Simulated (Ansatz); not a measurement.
**Run report: BN, geometry relaxation (part 1 of 2)**

BN (P6₃/mmc, 4 atoms in the cell), computed with DFT r2SCAN, scalar-relativistic, plane waves, PAW, no spin polarisation (Ansatz 0.2.0).

The structure derives from an entry of the Crystallography Open Database.

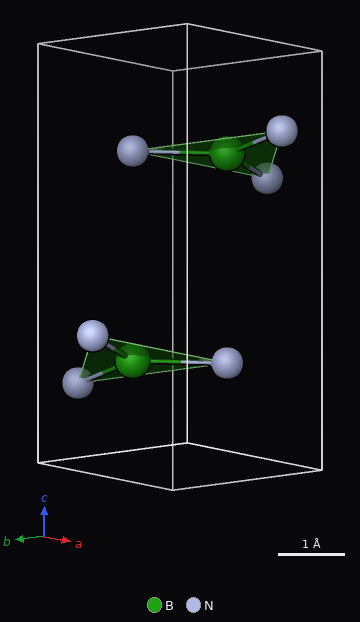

Figure 1. The structure as given in the input (polyhedral view of the cell of the calculation, seen at an oblique angle; polyhedra are completed across the faces of the cell). An atom can appear more than once, as a periodic image.

## Key numbers

| quantity | value |
| --- | --- |
| outcome | converged |
| space group (tolerance 0.01 Å) | P6₃/mmc (194) |
| electrons treated | 16 |
| free energy | −1088.2492 eV |
| Fermi energy | 6.582 eV |
| gap on the k-point mesh | 4.89 eV |
| pressure | −0.01 GPa |
| final volume | 37.24 Å³ |
| largest force (length of the vector) at the end | under 0.001 eV/Å |
| final cell | a = 2.501 Å, b = 2.501 Å, c = 6.874 Å, α = 90.00°, β = 90.00°, γ = 120.00° |
| hardware | 1 thread of Intel Xeon (Sapphire Rapids), 32 GiB of memory available, shared host |
| wall time | 12 s |
| peak memory | 0.49 GiB |

## Input
```yaml
crystal:
  lattice:
    - [2.5039917043, 0.0, 0.0]
    - [-1.2519958522, 2.1685204268, 0.0]
    - [0.0, 0.0, 6.6612]
  atoms:
    - { symbol: B, position: [0.3333333333, 0.6666666667, 0.25] }
    - { symbol: B, position: [0.6666666667, 0.3333333333, 0.75] }
    - { symbol: "N", position: [0.3333333333, 0.6666666667, 0.75] }
    - { symbol: "N", position: [0.6666666667, 0.3333333333, 0.25] }
basis:
  ecutwfc: 500
kpoints:
  mp_grid: { grid: [12, 12, 4] }
hamiltonian:
  xc: r2scan
scf:
  occupations: { method: gaussian, width: 0.02 }
output:
  forces: true
  stress: true
  eigenvalues: true
  write_density: true
  write_potential: true
  elf: true
  volumetric_format: npy
relax:
  adjacent_minimum: "off"
  f_tol: 0.005
  max_steps: 80
  cell: { stress_tol: 0.05 }
```

Launched with:
```bash
ansatz run input.yaml --threads 1 --pin off --max-ram 2560MiB --backend cpu --events-out ev --progress --plain --runs-dir out
```

## Log
```
Engine: ansatz 0.2.0, x86_64-unknown-linux-gnu
Pseudopotentials: kind: paw
Pseudopotential: B, paw, valence charge 3, recommended cutoff 500 eV (meta_gga), B.paw.azcp
Pseudopotential: N, paw, valence charge 5, recommended cutoff 500 eV (meta_gga), N.paw.azcp
Functional definition: r2SCAN
  parameter k0 = 0.174
  parameter k1 = 0.065
  parameter a1 = 4.9479
  exchange = r2scan_x(k0 = k0, k1 = k1, a1 = a1)
  correlation = r2scan_c
Crystal: 4 atoms, lattice volume = 36.170 Å³
Basis set: ecut = 500 eV, 907 PW (Γ), exchange–correlation on 80×80×200 points (64 copies of the dense FFT grid, shifted against one another)
Bands: 12, of which v1, the nominal top of the filled ones, is band 8 counted from 1 (7 counted from 0)
Symmetry: 24 space group operations
Space group: P63/mmc (ITA 194), of the structure as read, at distance tolerance 3.3e-5 Å
k-points: 57 of 576
Non-local potential: B, projectors of the file, l = 0: 2, l = 1: 2, l = 2: 1
Non-local potential: N, projectors of the file, l = 0: 2, l = 1: 2, l = 2: 1
PAW form: soft (Blöchl's): semilocal exchange-correlation on the pseudo side does not see the compensation charge
PAW frozen core: B, regenerated for the run's functional (the file was generated under x = pbe(κ = 0.804, μ = 0.2195149727645171), c = pbe(β = 0.06672455060314922))
PAW frozen core: N, regenerated for the run's functional (the file was generated under x = pbe(κ = 0.804, μ = 0.2195149727645171), c = pbe(β = 0.06672455060314922))
PAW one-centre angular grid: B, 302 points (default); XC on 160 Gauss nodes
PAW one-centre angular grid: N, 302 points (default); XC on 160 Gauss nodes
Initial density: superposition of atomic densities (neutral atoms: chi_scale 0, normalization atom), corrected by the library's trained network
Initial wavefunctions: pseudopotential atomic-orbital guess
Functional: x = r2scan, c = r2scan; τ floored in thin density (d = 2e-4 eV/Å³)
SCF iter   1: F=—  HF=-1088.116139 eV  |F-HF|=—  |Δ(HF+E_count)|=         —  Δρ=8.61e-3  dr2=1.96e-2  dr2_τ=6.87e-1  ethr=1.77e-3  ⟨swp⟩=6.5  Hψ=4403  notcnv=0
preconditioner: auto → none  [insulator: Δε(μ)=4.862 eV  Ē_g=16.843 eV  σ=0.020 eV  W_gap=1.00  n_scr=4 (ndim 8)  ℏωp=24.7 eV  f_vac=0.023  D(μ)=0.00/eV (n_scr^D=0)  ε∞_Penn≈3.2]
SCF iter   2: F=—  HF=-1088.246192 eV  |F-HF|=—  |Δ(HF+E_count)|=   1.30e-1  Δρ=5.12e-3  dr2=4.15e-3  dr2_τ=3.05e-4  ethr=1.23e-4  ⟨swp⟩=2.7  Hψ=1901  notcnv=0
SCF iter   3: F=—  HF=-1088.245933 eV  |F-HF|=—  |Δ(HF+E_count)|=   2.58e-4  Δρ=8.98e-4  dr2=2.14e-4  dr2_τ=1.05e-4  ethr=2.59e-5  ⟨swp⟩=3.0  Hψ=1362  notcnv=0
SCF iter   4: F=—  HF=-1088.245915 eV  |F-HF|=—  |Δ(HF+E_count)|=   1.85e-5  Δρ=2.84e-4  dr2=2.08e-5  dr2_τ=1.76e-6  ethr=1.34e-6  ⟨swp⟩=2.0  Hψ=1085  notcnv=0
SCF iter   5: F=—  HF=-1088.245912 eV  |F-HF|=—  |Δ(HF+E_count)|=   3.02e-6  Δρ=1.04e-4  dr2=2.33e-6  dr2_τ=2.32e-7  ethr=1.30e-7  ⟨swp⟩=2.0  Hψ=1104  notcnv=0
SCF iter   6: F=—  HF=-1088.245913 eV  |F-HF|=—  |Δ(HF+E_count)|=   6.52e-7  Δρ=4.10e-5  dr2=4.10e-7  dr2_τ=8.75e-9  ethr=1.46e-8  ⟨swp⟩=2.0  Hψ=1025  notcnv=0
SCF iter   7: F=-1088.245913 eV  HF=-1088.245913 eV  |F-HF|=1.35e-10  |Δ(HF+E_count)|=   4.09e-8  Δρ=5.18e-6  dr2=5.00e-9  dr2_τ=3.45e-10  ethr=6.25e-10  ⟨swp⟩=9.1  Hψ=4765  notcnv=0
SCF 1 converged in 7 iterations: F = -1088.245913 eV  dr2 = 5.00e-9
  greatest PAW one-centre occupation: 0.805 electrons in one spin orbital (limit 2), on the N atom at site 3 (counted from 0), in its partial waves of l = 0
relax step   1: F+E_penalty+E_count = -1088.24591254 eV  Δ(F+E_penalty+E_count) = +0.000e0 eV  max|allowed force component| = 1.021e-15 eV/Å  Δτ_max = 0.0000 Å  P = -0.615 GPa  Ω = 36.170 Å³  (7 SCF iters, dr2 threshold 1.00e-7 eV, accepted)
Crystal: 4 atoms, lattice volume = 36.741 Å³
Basis set: ecut = 500 eV, 955 PW (Γ), exchange–correlation on 80×80×200 points (64 copies of the dense FFT grid, shifted against one another)
Initial density: handed on by an earlier stage of this run
Initial wavefunctions: those handed on with the density
iter 1 solved again at ethr=8.38e-6 eV; its pass at ethr=3.10e-3 eV (dr2=1.34e-3 eV) is discarded
SCF iter   1: F=—  HF=-1088.243017 eV  |F-HF|=—  |Δ(HF+E_count)|=         —  Δρ=1.66e-3  dr2=1.35e-3  dr2_τ=2.11e-3  ethr=8.38e-6  ⟨swp⟩=2.0  Hψ=5584  notcnv=0
preconditioner: auto → none  [insulator: Δε(μ)=4.861 eV  Ē_g=16.796 eV  σ=0.020 eV  W_gap=1.00  n_scr=4 (ndim 8)  ℏωp=24.5 eV  f_vac=0.030  D(μ)=0.00/eV (n_scr^D=0)  ε∞_Penn≈3.1]
SCF iter   2: F=—  HF=-1088.248236 eV  |F-HF|=—  |Δ(HF+E_count)|=   5.22e-3  Δρ=9.21e-4  dr2=2.28e-4  dr2_τ=1.93e-5  ethr=8.38e-6  ⟨swp⟩=2.8  Hψ=1428  notcnv=0
SCF iter   3: F=—  HF=-1088.248376 eV  |F-HF|=—  |Δ(HF+E_count)|=   1.41e-4  Δρ=2.34e-4  dr2=1.62e-5  dr2_τ=3.96e-6  ethr=1.43e-6  ⟨swp⟩=2.5  Hψ=1186  notcnv=0
SCF iter   4: F=—  HF=-1088.248384 eV  |F-HF|=—  |Δ(HF+E_count)|=   7.56e-6  Δρ=6.67e-5  dr2=9.49e-7  dr2_τ=1.47e-7  ethr=1.01e-7  ⟨swp⟩=2.0  Hψ=1130  notcnv=0
SCF iter   5: F=-1088.248384 eV  HF=-1088.248384 eV  |F-HF|=5.27e-8  |Δ(HF+E_count)|=   3.54e-7  Δρ=1.38e-5  dr2=3.58e-8  dr2_τ=4.23e-9  ethr=2.50e-9  ⟨swp⟩=10.2  Hψ=5327  notcnv=0
SCF 2 converged in 5 iterations: F = -1088.248384 eV  dr2 = 3.58e-8
relax step   2: F+E_penalty+E_count = -1088.24838430 eV  Δ(F+E_penalty+E_count) = -2.472e-3 eV  max|allowed force component| = 2.579e-16 eV/Å  Δτ_max = 0.0000 Å  P = -0.203 GPa  Ω = 36.741 Å³  energy of the carried Pulay correction = -1.639e-4 eV  (5 SCF iters, dr2 threshold 4.00e-7 eV, accepted)
Crystal: 4 atoms, lattice volume = 37.145 Å³
Basis set: ecut = 500 eV, 979 PW (Γ), exchange–correlation on 80×80×200 points (64 copies of the dense FFT grid, shifted against one another)
iter 1 solved again at ethr=4.24e-6 eV; its pass at ethr=3.10e-3 eV (dr2=6.78e-4 eV) is discarded
SCF iter   1: F=—  HF=-1088.246314 eV  |F-HF|=—  |Δ(HF+E_count)|=         —  Δρ=1.16e-3  dr2=6.90e-4  dr2_τ=1.02e-3  ethr=4.24e-6  ⟨swp⟩=2.0  Hψ=5513  notcnv=0
preconditioner: auto → none  [insulator: Δε(μ)=4.881 eV  Ē_g=16.788 eV  σ=0.020 eV  W_gap=1.00  n_scr=4 (ndim 8)  ℏωp=24.4 eV  f_vac=0.035  D(μ)=0.00/eV (n_scr^D=0)  ε∞_Penn≈3.1]
SCF iter   2: F=—  HF=-1088.248803 eV  |F-HF|=—  |Δ(HF+E_count)|=   2.49e-3  Δρ=6.37e-4  dr2=1.12e-4  dr2_τ=9.73e-6  ethr=4.24e-6  ⟨swp⟩=2.5  Hψ=1403  notcnv=0
SCF iter   3: F=—  HF=-1088.248873 eV  |F-HF|=—  |Δ(HF+E_count)|=   6.99e-5  Δρ=1.64e-4  dr2=7.99e-6  dr2_τ=1.87e-6  ethr=7.00e-7  ⟨swp⟩=2.8  Hψ=1193  notcnv=0
SCF iter   4: F=—  HF=-1088.248877 eV  |F-HF|=—  |Δ(HF+E_count)|=   4.23e-6  Δρ=4.68e-5  dr2=4.61e-7  dr2_τ=7.60e-8  ethr=4.99e-8  ⟨swp⟩=2.0  Hψ=1130  notcnv=0
SCF iter   5: F=-1088.248878 eV  HF=-1088.248878 eV  |F-HF|=2.50e-8  |Δ(HF+E_count)|=   1.84e-7  Δρ=9.50e-6  dr2=1.75e-8  dr2_τ=2.00e-9  ethr=2.50e-9  ⟨swp⟩=9.6  Hψ=5104  notcnv=0
SCF 3 converged in 5 iterations: F = -1088.248878 eV  dr2 = 1.75e-8
relax step   3: F+E_penalty+E_count = -1088.24887771 eV  Δ(F+E_penalty+E_count) = -4.934e-4 eV  max|allowed force component| = 1.020e-15 eV/Å  Δτ_max = 0.0000 Å  P = +0.034 GPa  Ω = 37.145 Å³  energy of the carried Pulay correction = -2.784e-4 eV  (5 SCF iters, dr2 threshold 4.00e-7 eV, accepted)
Crystal: 4 atoms, lattice volume = 37.237 Å³
iter 1 solved again at ethr=3.81e-7 eV; its pass at ethr=3.10e-3 eV (dr2=6.09e-5 eV) is discarded
SCF iter   1: F=—  HF=-1088.248770 eV  |F-HF|=—  |Δ(HF+E_count)|=         —  Δρ=2.85e-4  dr2=4.53e-5  dr2_τ=4.95e-5  ethr=3.81e-7  ⟨swp⟩=2.0  Hψ=5043  notcnv=0
preconditioner: auto → none  [insulator: Δε(μ)=4.886 eV  Ē_g=16.797 eV  σ=0.020 eV  W_gap=1.00  n_scr=4 (ndim 8)  ℏωp=24.3 eV  f_vac=0.033  D(μ)=0.00/eV (n_scr^D=0)  ε∞_Penn≈3.1]
SCF iter   2: F=—  HF=-1088.248868 eV  |F-HF|=—  |Δ(HF+E_count)|=   9.80e-5  Δρ=1.40e-4  dr2=5.61e-6  dr2_τ=7.54e-7  ethr=2.83e-7  ⟨swp⟩=2.0  Hψ=1279  notcnv=0
SCF iter   3: F=—  HF=-1088.248871 eV  |F-HF|=—  |Δ(HF+E_count)|=   3.09e-6  Δρ=4.37e-5  dr2=6.04e-7  dr2_τ=1.18e-7  ethr=3.51e-8  ⟨swp⟩=2.5  Hψ=1180  notcnv=0
SCF iter   4: F=—  HF=-1088.248871 eV  |F-HF|=—  |Δ(HF+E_count)|=   3.24e-7  Δρ=1.27e-5  dr2=2.76e-8  dr2_τ=4.05e-9  ethr=3.78e-9  ⟨swp⟩=2.0  Hψ=1083  notcnv=0
SCF iter   5: F=-1088.248872 eV  HF=-1088.248872 eV  |F-HF|=1.06e-9  |Δ(HF+E_count)|=   2.29e-8  Δρ=2.23e-6  dr2=1.22e-9  dr2_τ=9.23e-11  ethr=5.75e-11  ⟨swp⟩=8.0  Hψ=4190  notcnv=0
SCF 4 converged in 5 iterations: F = -1088.248872 eV  dr2 = 1.22e-9
relax step   4: F+E_penalty+E_count = -1088.24887150 eV  Δ(F+E_penalty+E_count) = +6.204e-6 eV  max|allowed force component| = 4.776e-16 eV/Å  Δτ_max = 0.0000 Å  P = -0.021 GPa  Ω = 37.237 Å³  energy of the carried Pulay correction = -3.043e-4 eV  (5 SCF iters, dr2 threshold 9.21e-9 eV, accepted)
Basis set: ecut = 500 eV, 979 PW (Γ), exchange–correlation on 80×80×216 points (64 copies of the dense FFT grid, shifted against one another)
Initial wavefunctions: pseudopotential atomic-orbital guess (no wavefunctions were taken with the density)
iter 1 solved again at ethr=1.46e-8 eV; its pass at ethr=3.10e-3 eV (dr2=2.33e-6 eV) is discarded
SCF iter   1: F=—  HF=-1088.249226 eV  |F-HF|=—  |Δ(HF+E_count)|=         —  Δρ=8.02e-5  dr2=1.41e-7  dr2_τ=3.66e-7  ethr=1.46e-8  ⟨swp⟩=3.5  Hψ=6514  notcnv=0
preconditioner: auto → none  [insulator: Δε(μ)=4.888 eV  Ē_g=16.802 eV  σ=0.020 eV  W_gap=1.00  n_scr=4 (ndim 8)  ℏωp=24.3 eV  f_vac=0.032  D(μ)=0.00/eV (n_scr^D=0)  ε∞_Penn≈3.1]
SCF iter   2: F=—  HF=-1088.249242 eV  |F-HF|=—  |Δ(HF+E_count)|=   1.61e-5  Δρ=4.01e-5  dr2=3.52e-8  dr2_τ=2.34e-7  ethr=8.79e-10  ⟨swp⟩=2.0  Hψ=1112  notcnv=0
SCF iter   3: F=—  HF=-1088.249245 eV  |F-HF|=—  |Δ(HF+E_count)|=   2.99e-6  Δρ=3.64e-6  dr2=3.44e-9  dr2_τ=9.36e-10  ethr=2.20e-10  ⟨swp⟩=2.0  Hψ=1140  notcnv=0
SCF iter   4: F=-1088.249245 eV  HF=-1088.249245 eV  |F-HF|=2.28e-10  |Δ(HF+E_count)|=   4.53e-9  Δρ=6.95e-7  dr2=3.72e-11  dr2_τ=2.18e-11  ethr=1.00e-12  ⟨swp⟩=5.1  Hψ=3768  notcnv=0
SCF 5 converged in 4 iterations: F = -1088.249245 eV  dr2 = 3.72e-11
relax step   5: F+E_penalty+E_count = -1088.24924470 eV  Δ(F+E_penalty+E_count) = -3.732e-4 eV  max|allowed force component| = 7.216e-16 eV/Å  Δτ_max = 0.0000 Å  P = -0.011 GPa  Ω = 37.237 Å³  stress off target by 3.60e-2 GPa  SCF on the basis re-selected at this cell (its energy is not comparable with the rows above)  (4 SCF iters)
```

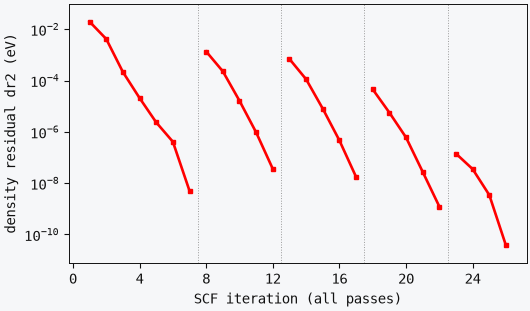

Figure 2. Convergence of the self-consistent field: density residual dr2 against the SCF iteration. The dotted lines part the SCF passes of the relaxation: geometry steps, rejected trials and re-solves on a re-selected basis. The 5 passes take 4 to 7 iterations each, 26 in all.
